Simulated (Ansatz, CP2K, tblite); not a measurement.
# Random packing of 75TeO2-25ZnO (mol %) (55 atoms) in CP2K, part 2 of 2

Aim: run random packing of 75TeO2-25ZnO (mol %) (55 atoms) in CP2K and see how near its forces come to a plane-wave reference, and at what cost.

Program: CP2K 2026.2; the method stands at each step. Banners, paths, timers and routine set-up lines are dropped from the logs unmarked, and long logs keep their key lines alone; longer cuts are marked.

So far. Step 2 (PBE, DZVP-UZH, 800/50 Ry, diagonalisation): Forces lie 21 % from the reference's, at 31 times its CPU time; the SCF took 113 steps, which the time reflects. Step 3 (PBE, DZVP-MOLOPT-SR, 800/50 Ry, diagonalisation): Against the first run (21 %), the force difference from the reference is 17 %, at 0.85 times the CPU time, with 775 basis functions against 775; this set comes with other potentials too, so the change isn't the basis's alone.

## 4. PBE, DZVP-UZH, 280/50 Ry, diagonalisation

Method: Kohn-Sham DFT, PBE, GTH-PBE pseudopotentials, Gaussian and plane waves, DZVP-MOLOPT (UZH set), diagonalisation.

File input.inp:

```
&GLOBAL
  PROJECT cell
  RUN_TYPE ENERGY_FORCE
  PRINT_LEVEL LOW
&END GLOBAL
&FORCE_EVAL
  METHOD QS
  STRESS_TENSOR ANALYTICAL
  &DFT
    BASIS_SET_FILE_NAME BASIS_MOLOPT_UZH
    POTENTIAL_FILE_NAME POTENTIAL_UZH
    &MGRID
      CUTOFF 280
      REL_CUTOFF 50
    &END MGRID
    &QS
      EPS_DEFAULT 1.0E-12
    &END QS
    &SCF
      SCF_GUESS ATOMIC
      EPS_SCF 1.0E-06
      MAX_SCF 200
      ADDED_MOS 14
      &DIAGONALIZATION
        ALGORITHM STANDARD
      &END DIAGONALIZATION
      &SMEAR ON
        METHOD FERMI_DIRAC
        ELECTRONIC_TEMPERATURE [K] 580
      &END SMEAR
      &MIXING
        METHOD BROYDEN_MIXING
        ALPHA 0.3
        NBROYDEN 8
      &END MIXING
      &PRINT
        &RESTART OFF
        &END RESTART
      &END PRINT
    &END SCF
    &XC
      &XC_FUNCTIONAL PBE
      &END XC_FUNCTIONAL
    &END XC
    &PRINT
      &MULLIKEN ON
      &END MULLIKEN
      &HIRSHFELD ON
        SHAPE_FUNCTION DENSITY
      &END HIRSHFELD
      &MO ON
        EIGENVALUES T
        OCCUPATION_NUMBERS T
        MO_INDEX_RANGE 169 192
        &EACH
          QS_SCF 0
        &END EACH
        ADD_LAST NUMERIC
      &END MO
    &END PRINT
  &END DFT
  &SUBSYS
    &CELL
      A 9.41830 0.00000 0.00000
      B 0.00000 9.41830 0.00000
      C 0.00000 0.00000 9.41830
    &END CELL
    &COORD
[... 55 atom lines left out: the same atoms as in the first run ...]
    &END COORD
    &KIND Te
      BASIS_SET DZVP-MOLOPT-PBE-GTH-q6
      POTENTIAL GTH-PBE-q6
    &END KIND
    &KIND O
      BASIS_SET DZVP-MOLOPT-PBE-GTH-q6
      POTENTIAL GTH-PBE-q6
    &END KIND
    &KIND Zn
      BASIS_SET DZVP-MOLOPT-PBE-GTH-q12
      POTENTIAL GTH-PBE-q12
    &END KIND
  &END SUBSYS
  &PRINT
    &FORCES ON
    &END FORCES
    &STRESS_TENSOR ON
    &END STRESS_TENSOR
  &END PRINT
&END FORCE_EVAL
```

The run is started by

```bash
OMP_NUM_THREADS=1 mpirun -np 4 cp2k.psmp -i input.inp > output.txt
```

Numbers of over 12 decimals in the logs are rounded to 6 here.

The log of the run:

```text
CP2K| version string:                                       CP2K version 2026.2
 CP2K| Input file name                                                 input.inp
 GLOBAL| Basis set file name                                    BASIS_MOLOPT_UZH
 GLOBAL| Potential file name                                       POTENTIAL_UZH
 GLOBAL| Run type                                                   ENERGY_FORCE
 GLOBAL| Total number of message passing processes                             4
 GLOBAL| Number of threads for this process                                    1
[... lines left out ...]
                        Smear method:                                FERMI_DIRAC
[... lines left out ...]
 Number of electrons:                                                        360
[... lines left out ...]
  Step     Update method      Time    Convergence         Total energy    Change
[... lines left out ...]
  *** SCF run converged in   112 steps ***
[... lines left out ...]
  Fermi energy:                                                 0.158607
  Total energy:                                              -982.734216
  Total energy (extrapolated to T->0):                       -982.724838
[... lines left out ...]
 MO| E(Fermi):            0.158607 a.u.          4.315917 eV
[... lines left out ...]
     55       Zn     3      12.000         11.576                         0.424
  Total Charge                                                            0.000
 !-----------------------------------------------------------------------------!
 ENERGY| Total FORCE_EVAL ( QS ) energy [hartree]           -982.734216
 FORCES| Atomic forces [hartree/bohr]
 FORCES|   Atom     x               y               z               |f|
 FORCES|      1  7.75651997E-02 -7.46321214E-02  4.58918203E-02   1.17014413E-01
 FORCES|      2  1.64984566E-02 -4.54993291E-02  3.16528681E-02   5.78298546E-02
 FORCES|      3  7.79303943E-02 -7.06758899E-03  7.26789275E-02   1.06795710E-01
[...]
FORCES|     54  1.53324448E-02 -2.71931702E-02 -1.05454876E-01   1.09978558E-01
 FORCES|     55  2.16797395E-02 -5.98401961E-02 -1.28670535E-01   1.43551268E-01
 FORCES| Sum     1.81104634E-02 -3.15312785E-01 -1.09169637E-01
 FORCES| Total atomic force                                       3.34167848E-01
 STRESS| Analytical stress tensor [bar]
 STRESS|                        x                   y                   z
 STRESS|      x        1.37598949152E+05   2.40665723508E+04  -1.82947275931E+04
 STRESS|      y        2.40665723508E+04   9.41757723368E+04   2.84360320524E+03
 STRESS|      z       -1.82947275931E+04   2.84360320524E+03   9.20184480528E+04
 STRESS| 1/3 Trace                                             1.07931056514E+05
```

Run time: 6.3 min. Hardware: 4 MPI ranks of Arm Neoverse N1, shared host; peak memory 2.3 GiB; 25 min of CPU time.

Against the reference:

```yaml
r_m_s_force_component: 2.474 eV/Å
r_m_s_difference_of_force_components: 871.2 meV/Å
longest_difference_of_force_vectors: 5272 meV/Å
force_difference_over_r_m_s_force: 40.41 %
slope_of_forces_against_the_reference_s: 1.077
correlation_of_force_components: 0.9396
pressure: 10.79 GPa
pressure_difference: 5.893 GPa
energy_less_the_same_level_run_s: -16.32 meV/atom
r_m_s_force_difference_from_the_same_level_run: 734.6 meV/Å
```

This is a coarse setting, run to see what it loses.

Against the first run (21 %), the force difference from the reference is 40 %, at 0.66 times the CPU time: the grid matters here.

The difference per atom is largest on Zn (4.1 eV/Å on average, against 0.88 on Te). The forces add up to 17 eV/Å instead of zero, usually a sign of too coarse a grid.

## 5. All runs compared

Differences are against the plane-wave reference, forces as r.m.s. over components; share is that over the reference's r.m.s. force, slope the least-squares factor from reference forces to these. Total energies of different programs have different zeros and aren't compared.

```
                                                    run  Δ force, r.m.s. (meV/Å)  share (%)  slope  Δ pressure (GPa)  cores  CPU time  memory (GiB)
                                              reference                        -          -      -                 -      4      73 s           1.1
         CP2K PBE, DZVP-UZH, 800/50 Ry, diagonalisation                      453       21.0  1.051              5.42      4    38 min           4.8
   CP2K PBE, DZVP-MOLOPT-SR, 800/50 Ry, diagonalisation                      374       17.4  1.031              5.10      4    32 min           4.4
CP2K PBE, DZVP-UZH, 280/50 Ry, diagonalisation (coarse)                      871       40.4  1.077              5.89      4    25 min           2.3
```

Rows marked coarse were listed beforehand as settings not expected to be converged; some can still land near the reference.

CPU time is summed over cores on a shared host, where runs went side by side, so it is rough. Symmetry, cutoffs, thresholds, outputs and thread counts weren't matched or tuned between programs; memory under MPI is the largest rank's times the ranks.

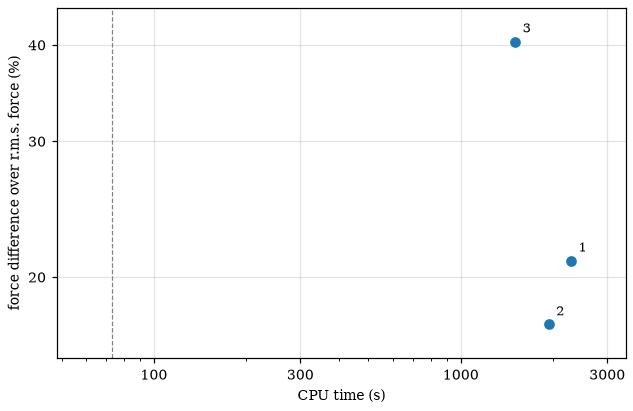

Force difference against CPU time; the dashed line marks the reference's time. Points: 1 CP2K PBE, DZVP-UZH, 800/50 Ry, diagonalisation; 2 CP2K PBE, DZVP-MOLOPT-SR, 800/50 Ry, diagonalisation; 3 CP2K PBE, DZVP-UZH, 280/50 Ry, diagonalisation.

Mean charges by element (e), by run and scheme:

| run | scheme | Te | O | Zn |
| --- | --- | --- | --- | --- |
| reference | Löwdin | +1.38 | -0.67 | +1.33 |
| CP2K PBE, DZVP-UZH, 800/50 Ry, diagonalisation | Mulliken | +0.90 | -0.48 | +0.63 |
| CP2K PBE, DZVP-UZH, 800/50 Ry, diagonalisation | Hirshfeld | +0.46 | -0.26 | +0.40 |
| CP2K PBE, DZVP-MOLOPT-SR, 800/50 Ry, diagonalisation | Mulliken | +0.92 | -0.43 | +0.28 |
| CP2K PBE, DZVP-MOLOPT-SR, 800/50 Ry, diagonalisation | Hirshfeld | +0.47 | -0.26 | +0.41 |

The reference's Löwdin charges lack the electrons that the projection spills, 0.072 e an atom on average.

Within one program, basis, potentials and functional, energies share a zero. Each run against its twin at the usual cutoff or grid and solver:

```
                                           run                                  twin  Δ energy (meV/atom)  Δ force, r.m.s. (meV/Å)  CPU time over the twin's
CP2K PBE, DZVP-UZH, 280/50 Ry, diagonalisation  DZVP-UZH, 800/50 Ry, diagonalisation                -16.3                      735                      0.66
```

Further runs of this program without a result: CP2K GFN1-xTB, diagonalisation (not converged); CP2K PBE, SZV-MOLOPT-SR, 800/50 Ry, diagonalisation (cut off at its time limit).

## 6. Results

```json
{"nearest in forces": "CP2K PBE, DZVP-MOLOPT-SR, 800/50 Ry, diagonalisation, 17 %", "its CPU time": "32 min"}
```

**Reading.** The PBE runs in local orbitals, coarse settings apart, differ by 17 % (CP2K PBE, DZVP-MOLOPT-SR, 800/50 Ry, diagonalisation) to 21 % (CP2K PBE, DZVP-UZH, 800/50 Ry, diagonalisation); basis, grid and potentials can all enter. CP2K PBE, DZVP-UZH, 800/50 Ry, diagonalisation needed 113 SCF steps, so its time overstates the method's usual cost. Runs with settings chosen to be coarse differ by 40 % (CP2K PBE, DZVP-UZH, 280/50 Ry, diagonalisation), their programs' other errors included. None of the electronic-structure runs in the table takes under half the reference's CPU time of 73 s; they take 21 to 31 times as much. In pressure, CP2K PBE, DZVP-UZH, 280/50 Ry, diagonalisation misses by +5.9 GPa, at the same functional. Charges hang on scheme and program or settings: among these rows the mean for Zn runs from +0.28 to +1.33 e. The potentials hold different valence shells: 510 electrons in the reference, 360 in CP2K with DZVP-MOLOPT-SR; this bears on time and differences. The reference's stress is far from hydrostatic: its diagonal is 7.9, 4.1, 2.7 GPa, compression counted positive. The reference's pressure of 4.9 GPa belongs to a cell and atoms that aren't relaxed at this level. The electronic-structure runs sample only Γ, in a cell whose shortest periodic width is 9 Å, which is coarse for a cell with partly filled levels. Spin–orbit coupling is left out, which matters for the levels of the heavy elements.

[Also dropped from logs without a mark: logging warnings of Python, and SIESTA's first energy breakdown and zero terms.]

[Logs are printed without paths, hosts, clocks, repeated set-up lines and the standing remarks that a program may print on its own settings, such as how far it seeks lower states.]

[Hosts, paths, dates, database ids (printed as entryN), source tags and the programs' standing remarks are cut or masked in the printed files.]
